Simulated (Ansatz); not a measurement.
C (space group P6_3/mmc, No. 194). Coordinates: the geometry relaxed with Ansatz, DFT, PBEsol, plane waves, PAW; the starting structure was generated, so it need not be a known form of this composition.

```cif
data_structure
_symmetry_space_group_name_H-M 'P 1'
_symmetry_Int_Tables_number 1
_cell_length_a 2.5054
_cell_length_b 2.5054
_cell_length_c 8.2644
_cell_angle_alpha 90.000
_cell_angle_beta 90.000
_cell_angle_gamma 120.000
_cell_volume 44.93
loop_
_atom_site_label
_atom_site_type_symbol
_atom_site_fract_x
_atom_site_fract_y
_atom_site_fract_z
_atom_site_occupancy
C1 C 0.00000 0.00000 0.90705 1
C2 C 0.33333 0.66667 0.15554 1
C3 C 0.00000 0.00000 0.40705 1
C4 C 0.66667 0.33333 0.65554 1
C5 C 0.00000 0.00000 0.09295 1
C6 C 0.33333 0.66667 0.34446 1
C7 C 0.00000 0.00000 0.59295 1
C8 C 0.66667 0.33333 0.84446 1
```

Bonds are taken as C–C below 1.8 Å. Atoms with one bond or none are removed and atoms with two bonds are replaced by edges, until no such atom is left.

Derive the underlying net.

The result is a binodal (4,4)-connected, three-periodic net: C(4f) is a 4-connected node; C(4e) is a 4-connected node, in the ratio 1:1. It is a single net, without interpenetration.

| node | links | point symbol | coordination sequence |
| --- | --- | --- | --- |
| C(4f) | 4 | 6⁶ | 4 12 24 42 66 |
| C(4e) | 4 | 6⁶ | 4 12 25 44 67 |

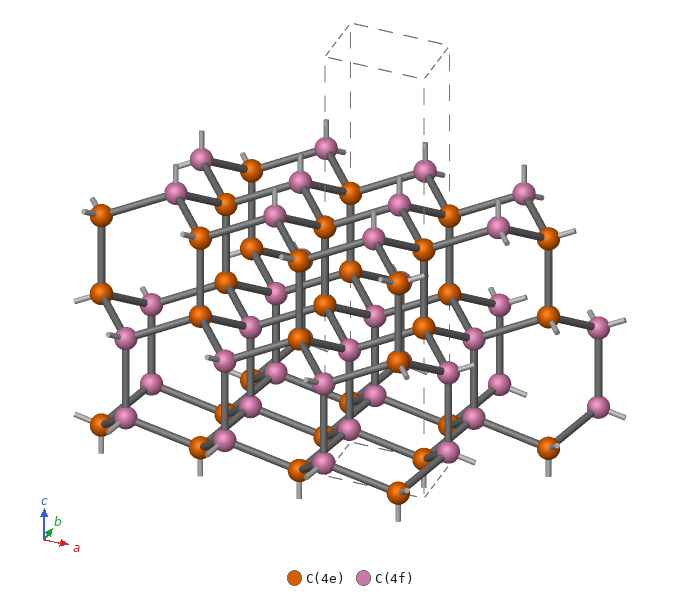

Nodes are coloured by topological kind. Edges to nodes outside the piece are drawn as stubs.
